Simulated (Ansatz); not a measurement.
The coordinates of a crystal:

```cif
data_structure
_symmetry_space_group_name_H-M 'P 1'
_symmetry_Int_Tables_number 1
_cell_length_a 4.4076
_cell_length_b 4.4076
_cell_length_c 2.6449
_cell_angle_alpha 90.000
_cell_angle_beta 90.000
_cell_angle_gamma 120.000
_cell_volume 44.50
loop_
_atom_site_label
_atom_site_type_symbol
_atom_site_fract_x
_atom_site_fract_y
_atom_site_fract_z
_atom_site_occupancy
Si1 Si 0.00000 0.00000 0.00000 1
Ti1 Ti 0.66667 0.33333 0.50000 1
Ti2 Ti 0.33333 0.66667 0.50000 1
```

Question: What would you see if this were drawn?

Answer: The structure is one of Ti₂Si. It is primitive hexagonal, space group P6/mmm (No. 191). In terms of structure types, this is AlB₂ type. Atoms per cell: 3 (2 Ti, 1 Si). Each Ti has six Si and five Ti (2.87 Å to Si, 2.54 to 2.64 Å to Ti). The bonds build a three-dimensional framework.

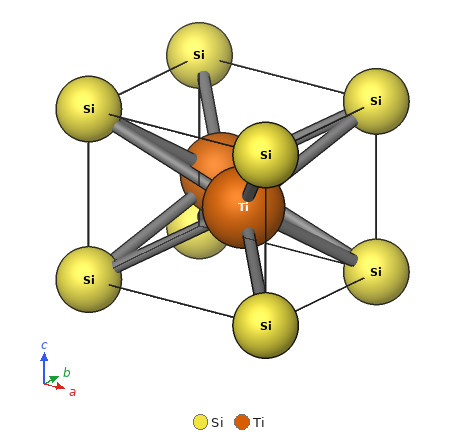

Shown here is a ball-and-stick view of the crystal, taken slightly off an axis. Lines trace the edges of the conventional unit cell.

The model was built from a structure listed in the Materials Project, with elements exchanged, so it need not be a known form of the compound. The final geometry of a relaxation with Ansatz 0.2.0, DFT PBE, scalar-relativistic, plane waves, PAW is shown.
